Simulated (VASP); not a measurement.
# BaTiO3: the band gap up a ladder of functionals, part 5 of 6

Wanted: bands and gap of BaTiO3 from one functional after another. Left out of this account: 1 further run (bands with TB-mBJ + SOC: it diverged and was aborted). The start is a cell from a database of measured crystal structures.

VASP 6.6.1, plane waves and PAW; the level of theory is named at each step.

So far, least gap on mesh and path (eV): step 2 (bands, level LDA, k 4×4×4) 1.69; step 5 (bands, level r2SCAN, k 4×4×4) 2.19; step 7 (bands, level BLYP, k 4×4×4) 1.81; step 8 (bands, level SCAN, k 4×4×4) 2.19; step 10 (bands, level HSE06, k 4×4×4) 3.24.

### Step 11. Dielectric constant for the exchange share

This step: PBE; plane waves and PAW (Ba_sv, Ti_sv, O) (VASP 6.6.1).

The share of exact exchange of the next level is the inverse of the dielectric constant, which this PBE response run supplies.

INCAR reads:

```
SYSTEM = BaTiO3
PREC = Accurate
ENCUT = 520
EDIFF = 1E-08
NELM = 100
ISMEAR = 0
SIGMA = 0.01
LREAL = .FALSE.
ALGO = Normal
GGA = PE
NBANDS = 26
LASPH = .TRUE.
LORBIT = 11
LWAVE = .FALSE.
LCHARG = .FALSE.
KPAR = 8
LEPSILON = .TRUE.
```

POSCAR reads:

```
BaTiO3
1.0
    3.9904800000      0.0000000000      0.0000000000
    0.0000000000      3.9904800000      0.0000000000
    0.0000000000      0.0000000000      4.0230300000
Ba Ti O
1 1 3
Direct
    0.0000000000      0.0000000000      0.0000000000
    0.5000000000      0.5000000000      0.5220000000
    0.5000000000      0.5000000000      0.9790000000
    0.5000000000      0.0000000000      0.4880000000
    0.0000000000      0.5000000000      0.4880000000
```

KPOINTS reads:

```
Automatic mesh
0
Gamma
10 10 10
0 0 0
```

Potentials, in the order of the species: Ba_sv, Ti_sv and O (PBE family, release 64).

The run is started by

```
> mpirun -np 8 vasp_std
```

Numbers of over 12 decimals in the logs are rounded to 6 here.

What it wrote:

```text
[... set-up lines as in an earlier step ...]
 entering main loop
       N       E                     dE             d eps       ncg     rms          rms(c)
DAV:   1     0.448155380098E+03    0.44816E+03   -0.21109E+04  6552   0.167E+03
DAV:   2    -0.507455376753E+01   -0.45323E+03   -0.43831E+03  7946   0.456E+02
DAV:   3    -0.485698307775E+02   -0.43495E+02   -0.43257E+02  9140   0.140E+02
DAV:   4    -0.506632537740E+02   -0.20934E+01   -0.20905E+01  9870   0.265E+01
DAV:   5    -0.507330846664E+02   -0.69831E-01   -0.69815E-01  9014   0.362E+00    0.235E+01
DAV:   6    -0.401375043596E+02    0.10596E+02   -0.65195E+01  9668   0.729E+01    0.999E+00
DAV:   7    -0.401297318003E+02    0.77726E-02   -0.11359E+01  8776   0.248E+01    0.681E+00
DAV:   8    -0.399608221377E+02    0.16891E+00   -0.81973E-01  8340   0.842E+00    0.317E+00
DAV:   9    -0.399936551156E+02   -0.32833E-01   -0.28018E-01  9220   0.419E+00    0.125E+00
DAV:  10    -0.399797394707E+02    0.13916E-01   -0.86067E-02  8264   0.317E+00    0.435E-01
DAV:  11    -0.399784845694E+02    0.12549E-02   -0.69474E-03  9484   0.671E-01    0.122E-01
DAV:  12    -0.399783521891E+02    0.13238E-03   -0.78457E-04  7602   0.202E-01    0.427E-02
DAV:  13    -0.399783274653E+02    0.24724E-04   -0.17457E-04  8210   0.131E-01    0.172E-02
DAV:  14    -0.399783245250E+02    0.29404E-05   -0.51804E-05 10060   0.630E-02    0.592E-03
DAV:  15    -0.399783257368E+02   -0.12119E-05   -0.78165E-06  9460   0.239E-02    0.805E-03
DAV:  16    -0.399783250050E+02    0.73178E-06   -0.29412E-06  8832   0.177E-02    0.237E-03
DAV:  17    -0.399783250811E+02   -0.76022E-07   -0.51401E-07  8448   0.748E-03    0.122E-03
DAV:  18    -0.399783250634E+02    0.17641E-07   -0.97258E-08  8102   0.336E-03    0.148E-04
DAV:  19    -0.399783250641E+02   -0.68985E-09   -0.62435E-09  4714   0.628E-04
   1 F= -.39978325E+02 E0= -.39978325E+02  d E =-.202955E-16
 Linear response reoptimize wavefunctions to high precision
DAV:   1    -0.399783250617E+02    0.24252E-08   -0.12444E-09  4374   0.315E-04
DAV:   2    -0.399783250617E+02   -0.58208E-10   -0.34945E-10  3978   0.132E-04
 Linear response G [H, r] |phi>, progress :
  Direction:   1
       N       E                     dE             d eps       ncg     rms
RMM:   1    -0.135355362972E+03   -0.13536E+03   -0.20465E+03  9855   0.678E+02
RMM:   2    -0.143164680607E+03   -0.78093E+01   -0.10013E+02 12086   0.555E+01
RMM:   3    -0.146337122768E+03   -0.31724E+01   -0.27558E+01 15750   0.176E+01
RMM:   4    -0.146919658747E+03   -0.58254E+00   -0.67110E+00 16674   0.786E+00
RMM:   5    -0.147130919951E+03   -0.21126E+00   -0.25541E+00 17100   0.423E+00
RMM:   6    -0.147226615335E+03   -0.95695E-01   -0.12048E+00 17065   0.248E+00
RMM:   7    -0.147269691974E+03   -0.43077E-01   -0.58338E-01 17189   0.157E+00
RMM:   8    -0.147288920776E+03   -0.19229E-01   -0.16296E-01 17145   0.102E+00
RMM:   9    -0.147299653071E+03   -0.10732E-01   -0.18427E-01 17011   0.694E-01
RMM:  10    -0.147307731182E+03   -0.80781E-02   -0.16885E-01 16798   0.495E-01
RMM:  11    -0.147313320100E+03   -0.55889E-02   -0.93653E-02 16523   0.355E-01
RMM:  12    -0.147315342687E+03   -0.20226E-02   -0.81846E-02 16408   0.260E-01
RMM:  13    -0.147317790766E+03   -0.24481E-02   -0.52627E-02 16332   0.195E-01
RMM:  14    -0.147319001212E+03   -0.12104E-02   -0.42619E-02 16223   0.150E-01
RMM:  15    -0.147319841324E+03   -0.84011E-03   -0.32136E-02 16115   0.117E-01
RMM:  16    -0.147320431578E+03   -0.59025E-03   -0.25440E-02 16026   0.942E-02
RMM:  17    -0.147320816901E+03   -0.38532E-03   -0.16662E-02 15950   0.776E-02
RMM:  18    -0.147321054798E+03   -0.23790E-03   -0.15720E-02 15890   0.657E-02
RMM:  19    -0.147321109030E+03   -0.54232E-04   -0.11443E-02 15790   0.571E-02
RMM:  20    -0.147321216612E+03   -0.10758E-03   -0.12782E-02 15669   0.505E-02
RMM:  21    -0.147321270052E+03   -0.53440E-04   -0.11377E-02 15553   0.458E-02
RMM:  22    -0.147321344189E+03   -0.74137E-04   -0.12440E-02 15432   0.419E-02
RMM:  23    -0.147321333444E+03    0.10745E-04   -0.11179E-02 15362   0.391E-02
RMM:  24    -0.147321353088E+03   -0.19644E-04   -0.11879E-02 15287   0.368E-02
RMM:  25    -0.147321353188E+03   -0.10018E-06   -0.10873E-02 15230   0.349E-02
RMM:  26    -0.147321397390E+03   -0.44202E-04   -0.11654E-02 15188   0.334E-02
RMM:  27    -0.147321361837E+03    0.35554E-04   -0.10777E-02 15186   0.322E-02
RMM:  28    -0.147321397199E+03   -0.35362E-04   -0.11324E-02 15176   0.311E-02
RMM:  29    -0.147321367501E+03    0.29698E-04   -0.10611E-02 15121   0.303E-02
RMM:  30    -0.147321409724E+03   -0.42224E-04   -0.11140E-02 15116   0.296E-02
 Linear response G [H, r] |phi>, progress :
  Direction:   2
       N       E                     dE             d eps       ncg     rms
RMM:   1    -0.134232625500E+03   -0.13423E+03   -0.14088E+03  9852   0.703E+02
RMM:   2    -0.155189212957E+03   -0.20957E+02   -0.11062E+02 11941   0.581E+01
RMM:   3    -0.160031155698E+03   -0.48419E+01   -0.38395E+01 15374   0.191E+01
RMM:   4    -0.160937897741E+03   -0.90674E+00   -0.10161E+01 16240   0.834E+00
RMM:   5    -0.161091227753E+03   -0.15333E+00   -0.31108E+00 16695   0.441E+00
RMM:   6    -0.161215602877E+03   -0.12438E+00   -0.15555E+00 16659   0.247E+00
RMM:   7    -0.161257138528E+03   -0.41536E-01   -0.56704E-01 16778   0.150E+00
RMM:   8    -0.161277483663E+03   -0.20345E-01   -0.21417E-01 16748   0.915E-01
RMM:   9    -0.161287038653E+03   -0.95550E-02   -0.17840E-01 16667   0.594E-01
RMM:  10    -0.161294374368E+03   -0.73357E-02   -0.10417E-01 16343   0.402E-01
RMM:  11    -0.161298656431E+03   -0.42821E-02   -0.58273E-02 16034   0.279E-01
RMM:  12    -0.161301205268E+03   -0.25488E-02   -0.40557E-02 15785   0.195E-01
RMM:  13    -0.161302553225E+03   -0.13480E-02   -0.18415E-02 15640   0.141E-01
RMM:  14    -0.161303330329E+03   -0.77710E-03   -0.66138E-03 15536   0.104E-01
RMM:  15    -0.161303576014E+03   -0.24569E-03   -0.73882E-03 15451   0.807E-02
RMM:  16    -0.161303884735E+03   -0.30872E-03   -0.22059E-03 15361   0.647E-02
RMM:  17    -0.161304123486E+03   -0.23875E-03    0.31982E-03 15285   0.536E-02
RMM:  18    -0.161304204388E+03   -0.80902E-04    0.60629E-03 15248   0.464E-02
RMM:  19    -0.161304289217E+03   -0.84829E-04    0.75408E-03 15170   0.417E-02
RMM:  20    -0.161304313461E+03   -0.24244E-04    0.81576E-03 15049   0.383E-02
RMM:  21    -0.161304392809E+03   -0.79348E-04    0.74065E-03 14971   0.359E-02
RMM:  22    -0.161304409807E+03   -0.16999E-04    0.74061E-03 14881   0.341E-02
RMM:  23    -0.161304423699E+03   -0.13891E-04    0.70929E-03 14869   0.327E-02
RMM:  24    -0.161304444086E+03   -0.20388E-04    0.61882E-03 14842   0.317E-02
[...]
RMM:  11    -0.923462335532E+00   -0.37427E-04   -0.27442E-04 14446   0.132E-02
RMM:  12    -0.923480735863E+00   -0.18400E-04   -0.18904E-04 14054   0.979E-03
RMM:  13    -0.923496857831E+00   -0.16122E-04   -0.12126E-04 13688   0.748E-03
RMM:  14    -0.923507083315E+00   -0.10225E-04   -0.85132E-05 13270   0.582E-03
RMM:  15    -0.923514753901E+00   -0.76706E-05   -0.42120E-05 12802   0.463E-03
RMM:  16    -0.923520150342E+00   -0.53964E-05   -0.28308E-05 12236   0.378E-03
RMM:  17    -0.923523860988E+00   -0.37106E-05   -0.99568E-06 11725   0.317E-03
RMM:  18    -0.923526140381E+00   -0.22794E-05   -0.71900E-06 11332   0.274E-03
RMM:  19    -0.923527665888E+00   -0.15255E-05   -0.37255E-06 11043   0.243E-03
RMM:  20    -0.923528317862E+00   -0.65197E-06   -0.59101E-06 10913   0.224E-03
RMM:  21    -0.923528569214E+00   -0.25135E-06   -0.58592E-06 10819   0.212E-03
RMM:  22    -0.923528653151E+00   -0.83937E-07   -0.59232E-06 10710   0.205E-03
RMM:  23    -0.923528686820E+00   -0.33669E-07   -0.64985E-06 10636   0.201E-03
RMM:  24    -0.923528694747E+00   -0.79275E-08   -0.66854E-06 10620   0.198E-03
 change of polarisation eV/A/(eV/A) component  3 :    -0.258    -0.167     1.847
 dielectric tensor                  component  3 :    -0.729    -0.471     6.217
 Linear response to external field, progress :
  Direction:   1
       N       E                     dE             d eps       ncg     rms          rms(c)
RMM:   1    -0.893953998708E+00   -0.89395E+00   -0.33000E+00 30147   0.924E+00
RMM:   2    -0.974978117215E+00   -0.81024E-01   -0.14609E-01 32128   0.189E+00    0.131E+00
RMM:   3    -0.968399582817E+00    0.65785E-02   -0.80305E-02 32946   0.133E+00    0.742E-01
RMM:   4    -0.999085499836E+00   -0.30686E-01   -0.48453E-02 33358   0.115E+00    0.205E-01
RMM:   5    -0.101436948096E+01   -0.15284E-01   -0.18511E-02 37994   0.511E-01    0.424E-02
RMM:   6    -0.101618290798E+01   -0.18134E-02   -0.53281E-03 40115   0.233E-01    0.325E-02
RMM:   7    -0.101739266893E+01   -0.12098E-02   -0.28302E-03 39075   0.118E-01    0.207E-02
RMM:   8    -0.101823772406E+01   -0.84506E-03   -0.11580E-03 37589   0.741E-02    0.577E-03
RMM:   9    -0.101839416690E+01   -0.15644E-03   -0.89984E-04 39636   0.435E-02    0.296E-03
RMM:  10    -0.101839395191E+01    0.21499E-06   -0.51500E-04 39050   0.281E-02    0.233E-03
RMM:  11    -0.101848573979E+01   -0.91788E-04   -0.32424E-04 38743   0.187E-02    0.142E-03
RMM:  12    -0.101860963027E+01   -0.12389E-03   -0.24362E-04 37232   0.133E-02    0.655E-04
RMM:  13    -0.101856442190E+01    0.45208E-04   -0.15981E-04 37951   0.923E-03    0.914E-04
RMM:  14    -0.101861374888E+01   -0.49327E-04   -0.11133E-04 36446   0.698E-03    0.250E-04
RMM:  15    -0.101861836723E+01   -0.46183E-05   -0.78075E-05 39181   0.503E-03    0.484E-04
RMM:  16    -0.101862125471E+01   -0.28875E-05   -0.54325E-05 38587   0.381E-03    0.640E-04
RMM:  17    -0.101861690980E+01    0.43449E-05   -0.37313E-05 36330   0.308E-03    0.902E-04
RMM:  18    -0.101862357485E+01   -0.66650E-05   -0.25546E-05 35514   0.264E-03    0.811E-04
RMM:  19    -0.101863720457E+01   -0.13630E-04   -0.20504E-05 36153   0.245E-03    0.558E-04
RMM:  20    -0.101865225584E+01   -0.15051E-04   -0.14942E-05 36534   0.232E-03    0.251E-04
RMM:  21    -0.101869044845E+01   -0.38193E-04   -0.11565E-05 39765   0.259E-03    0.708E-04
RMM:  22    -0.101870233613E+01   -0.11888E-04   -0.96715E-06 36301   0.213E-03    0.969E-04
RMM:  23    -0.101868303754E+01    0.19299E-04   -0.79118E-06 35975   0.217E-03    0.502E-04
RMM:  24    -0.101867173085E+01    0.11307E-04   -0.68503E-06 35806   0.204E-03    0.221E-04
RMM:  25    -0.101866463399E+01    0.70969E-05   -0.73162E-06 35266   0.195E-03    0.411E-05
RMM:  26    -0.101866405457E+01    0.57942E-06   -0.62910E-06 30302   0.186E-03    0.311E-05
RMM:  27    -0.101866477132E+01   -0.71675E-06   -0.64746E-06 26272   0.184E-03    0.371E-05
RMM:  28    -0.101866313843E+01    0.16329E-05   -0.61530E-06 28918   0.185E-03    0.493E-06
 change of polarisation eV/A/(eV/A) component  1 :     1.920    -0.023     0.000
 dielectric tensor                  component  1 :     6.423    -0.064     0.000
 Linear response to external field, progress :
  Direction:   2
       N       E                     dE             d eps       ncg     rms          rms(c)
RMM:   1    -0.893957479212E+00   -0.89396E+00   -0.33000E+00 30145   0.924E+00
RMM:   2    -0.974974167489E+00   -0.81017E-01   -0.14605E-01 32130   0.189E+00    0.131E+00
RMM:   3    -0.968407200478E+00    0.65670E-02   -0.80336E-02 32948   0.133E+00    0.742E-01
RMM:   4    -0.999095001898E+00   -0.30688E-01   -0.48461E-02 33355   0.115E+00    0.205E-01
RMM:   5    -0.101436451680E+01   -0.15270E-01   -0.18501E-02 38002   0.511E-01    0.426E-02
RMM:   6    -0.101617214913E+01   -0.18076E-02   -0.53272E-03 40133   0.233E-01    0.328E-02
RMM:   7    -0.101730141760E+01   -0.11293E-02   -0.28462E-03 39137   0.117E-01    0.225E-02
RMM:   8    -0.101826789196E+01   -0.96647E-03   -0.10427E-03 37325   0.751E-02    0.572E-03
RMM:   9    -0.101840162416E+01   -0.13373E-03   -0.78592E-04 39665   0.438E-02    0.295E-03
RMM:  10    -0.101842214750E+01   -0.20523E-04   -0.43093E-04 39899   0.273E-02    0.224E-03
RMM:  11    -0.101854014486E+01   -0.11800E-03   -0.28874E-04 38659   0.184E-02    0.117E-03
RMM:  12    -0.101858102956E+01   -0.40885E-04   -0.18620E-04 39510   0.126E-02    0.498E-04
RMM:  13    -0.101859181388E+01   -0.10784E-04   -0.12909E-04 39282   0.875E-03    0.471E-04
RMM:  14    -0.101862487769E+01   -0.33064E-04   -0.79227E-05 37633   0.652E-03    0.273E-04
RMM:  15    -0.101864128963E+01   -0.16412E-04   -0.60739E-05 38264   0.491E-03    0.141E-04
RMM:  16    -0.101864681447E+01   -0.55248E-05   -0.31784E-05 38672   0.379E-03    0.148E-04
RMM:  17    -0.101865425338E+01   -0.74389E-05   -0.23689E-05 37736   0.305E-03    0.110E-04
RMM:  18    -0.101866065159E+01   -0.63982E-05   -0.14869E-05 37086   0.261E-03    0.355E-05
RMM:  19    -0.101865899803E+01    0.16536E-05   -0.11818E-05 34839   0.232E-03    0.124E-04
RMM:  20    -0.101866451234E+01   -0.55143E-05   -0.10275E-05 35065   0.218E-03    0.986E-06
 change of polarisation eV/A/(eV/A) component  2 :    -0.104     1.920    -0.000
 dielectric tensor                  component  2 :    -0.294     6.423    -0.001
 Linear response to external field, progress :
  Direction:   3
       N       E                     dE             d eps       ncg     rms          rms(c)
RMM:   1    -0.850939335416E+00   -0.85094E+00   -0.29586E+00 11866   0.916E+00
RMM:   2    -0.912820739763E+00   -0.61881E-01   -0.13121E-01 12996   0.185E+00    0.202E+00
RMM:   3    -0.864690071876E+00    0.48131E-01   -0.36912E-01 11590   0.350E+00    0.145E+00
RMM:   4    -0.851694892972E+00    0.12995E-01   -0.68276E-02 12026   0.175E+00    0.591E-01
RMM:   5    -0.867742397399E+00   -0.16048E-01   -0.29495E-02 13021   0.962E-01    0.320E-01
RMM:   6    -0.884130150623E+00   -0.16388E-01   -0.14679E-02 14118   0.557E-01    0.119E-01
RMM:   7    -0.890733681953E+00   -0.66035E-02   -0.59373E-03 14560   0.316E-01    0.538E-02
RMM:   8    -0.892113062087E+00   -0.13794E-02   -0.26997E-03 14972   0.173E-01    0.197E-02
RMM:   9    -0.893255522550E+00   -0.11425E-02   -0.16087E-03 15260   0.960E-02    0.787E-03
RMM:  10    -0.893506784058E+00   -0.25126E-03   -0.72149E-04 15546   0.543E-02    0.512E-03
RMM:  11    -0.893732838871E+00   -0.22605E-03   -0.46042E-04 15034   0.347E-02    0.161E-03
RMM:  12    -0.893843077436E+00   -0.11024E-03   -0.46319E-04 16124   0.223E-02    0.177E-03
RMM:  13    -0.893914310276E+00   -0.71233E-04   -0.26944E-04 15278   0.153E-02    0.910E-04
RMM:  14    -0.894009837342E+00   -0.95527E-04   -0.23599E-04 14769   0.119E-02    0.102E-03
RMM:  15    -0.893967630652E+00    0.42207E-04   -0.16941E-04 14682   0.892E-03    0.118E-03
RMM:  16    -0.894005580306E+00   -0.37950E-04   -0.15224E-04 15689   0.665E-03    0.108E-03
 change of polarisation eV/A/(eV/A) component  3 :    -0.258    -0.172     1.674
 dielectric tensor                  component  3 :    -0.729    -0.486     5.729
 Born effective charges drift removed
```

The job ended after 5.6 min (8 MPI ranks of Intel Xeon 6975P-C (Granite Rapids), shared host; peak memory 9.6 GiB; 45 min of CPU time).

Parts of OUTCAR (step 11):

```text
   k-points           NKPTS =    126   k-points in BZ     NKDIM =    126   number of bands    NBANDS=     26

   NELECT =      40.0000    total number of electrons

  Total        1.9965084      1.9965084      2.9514126      0.0000000      0.0000000      0.0000000
  in kB       49.9319100     49.9319100     73.8136973      0.0000000      0.0000000      0.0000000
  external PRESSURE =      57.8925058 kB  Pullay stress =       0.0000000 kB

 POSITION                                       TOTAL-FORCE (eV/Angst)
 -----------------------------------------------------------------------------------
      0.00000      0.00000      0.00000         0.000000      0.000000      0.132873
      1.99524      1.99524      2.10002        -0.000000     -0.000000     -0.254277
      1.99524      1.99524      3.93855        -0.000000     -0.000000      0.075849
      1.99524      0.00000      1.96324        -0.000000      0.000000      0.022777
      0.00000      1.99524      1.96324         0.000000      0.000000      0.022777
 -----------------------------------------------------------------------------------
    total drift:                                0.000000      0.000000      0.000173

 MACROSCOPIC STATIC DIELECTRIC TENSOR (including local field effects in DFT)
 ------------------------------------------------------
           6.422575    -0.000000     0.000000
           0.000000     6.422575    -0.000000
           0.000000     0.000000     5.728888
 ------------------------------------------------------

 PIEZOELECTRIC TENSOR (including local field effects)  for field in x, y, z        (C/m^2)
          XX          YY          ZZ          XY          YZ          ZX
  --------------------------------------------------------------------------------
  x     0.00000     0.00000     0.00000     0.00000     0.00000     0.09086
  y     0.00000     0.00000    -0.00000     0.00000     0.09086     0.00000
  z     0.17781     0.17781     0.10981     0.00000     0.00000     0.00000

 BORN EFFECTIVE CHARGES (including local field effects) (in |e|, cummulative output)
 ---------------------------------------------------------------------------------
 ion    1
    1     2.73213     0.00000     0.00000
    2     0.00000     2.73213    -0.00000
    3     0.00000     0.00000     2.83266
 ion    2
    1     7.05085     0.00000     0.00000
    2     0.00000     7.05085     0.00000
    3     0.00000     0.00000     5.89170
 ion    3
    1    -2.00196     0.00000     0.00000
    2     0.00000    -2.00196     0.00000
    3     0.00000     0.00000    -4.79295
 ion    4
    1    -2.14996     0.00000     0.00000
    2     0.00000    -5.63106    -0.00000
    3     0.00000    -0.00000    -1.96571
 ion    5
    1    -5.63106     0.00000     0.00000
    2     0.00000    -2.14996     0.00000
    3     0.00000     0.00000    -1.96571

[... 6 parts as in an earlier step ...]

[... 4 further parts left out ...]
```

Energies printed during the response cycles are not total energies of the cell. The dielectric response converges more slowly with the mesh than energies do, so tensor and charges may still move on a finer one.

This step gave:

* irreducible k-points: 126
* Fermi energy: 3.975 eV
* pressure: 5.789 GPa
* gap on the k-mesh: 1.796 eV
* least direct gap on the k-mesh: 2.177 eV

Electronic dielectric tensor with local fields:

```
6.42 0.00 0.00
0.00 6.42 0.00
0.00 0.00 5.73
```

Born effective charge (e), principal values of the symmetric part by kind of site:

```csv
atom,atoms with these values,low,middle,high,mean
Ba1,1,2.73,2.73,2.83,2.77
Ti2,1,5.89,7.05,7.05,6.66
O3,1,-4.79,-2.00,-2.00,-2.93
O4,2,-5.63,-2.15,-1.97,-3.25
```

In full for Ti2:

```
7.05 0.00 0.00
0.00 7.05 0.00
0.00 0.00 5.89
```

Piezoelectric tensor with clamped ions (C/m²), by row:

```csv
field,xx,yy,zz,xy,yz,zx
x,0,0,0,0,0,0.09086
y,0,0,0,0,0.09086,0
z,0.1778,0.1778,0.1098,0,0,0
```

Force by atom:

```csv
atom,x (eV/Å),y (eV/Å),z (eV/Å),size
Ba1,0.000,0.000,0.133,0.133
Ti2,0.000,0.000,-0.254,0.254
O3,0.000,0.000,0.076,0.076
O4,0.000,0.000,0.023,0.023
O5,0.000,0.000,0.023,0.023
```

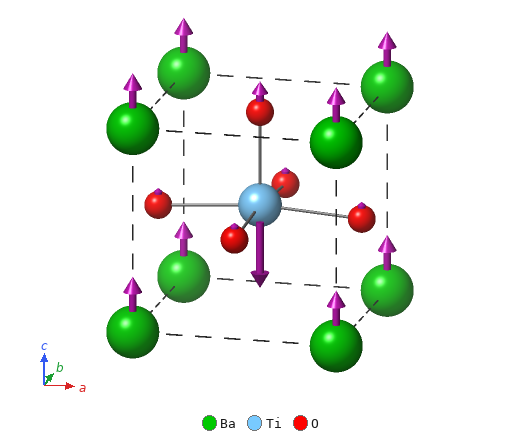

Force as arrows, the longest 0.254 eV/Å. Some periodic images of atoms are drawn too.

The Born charges sum to zero; the printed set may have that rule imposed, so this is no test.

(Part 5 of 6 ends here.)

[Lines on the potential files, build, host, timing and source positions are cut from VASP's logs without a mark.]

[Logs are printed without paths, hosts, clocks, repeated set-up lines and the standing remarks that a program may print on its own settings, such as how far it seeks lower states.]

[Hosts, paths, dates, database ids (printed as entryN), source tags and the programs' standing remarks are cut or masked in the printed files.]

[A measured line is paired with the nearest computed mode of its activity, which favours agreement.]
